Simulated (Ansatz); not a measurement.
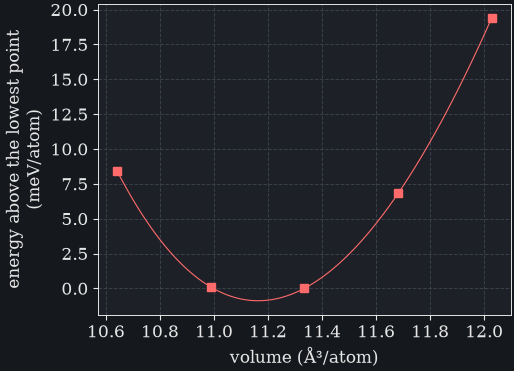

The figure shows the energy above the lowest point against volume for ClO₂, space group Fm-3m (No. 225) (one of a set of cubic test structures, which need not be the stable phase).

Method: equation of state of a cubic crystal from periodic Kohn-Sham density functional theory without spin, third-order Birch-Murnaghan fit to the free energies; pressure corrected for the finite basis (Ansatz 0.2.0 development build). Level: r2SCAN.

structure type fluorite; atoms in cell 3; space group number 225; lattice centring face-centred primitive; k mesh 11×11×11; occupation method Fermi–Dirac; occupation width 0.1 eV; wave cutoff 1050 eV; datasets hand-made PAW; density tolerance 1e−09 eV; bands 14; density cutoff ratio 5; search for lower states default; xc grid level 2.

From this curve and the settings, what does the calculation give for the pressure at the same points?

The pressure falls from 6.0 GPa at volume 10.64 Å³/atom to −7.0 GPa at 12.03 Å³/atom, and changes sign near 11.17 Å³/atom.

```
volume (Å³/atom)  pressure (GPa)
           10.64             6.0
           10.99             1.8
           11.33            -1.6
           11.68            -4.6
           12.03            -7.0
```

Keep in mind: cubic model structure, not the ambient form; modest k-mesh, values are not fully converged in k.
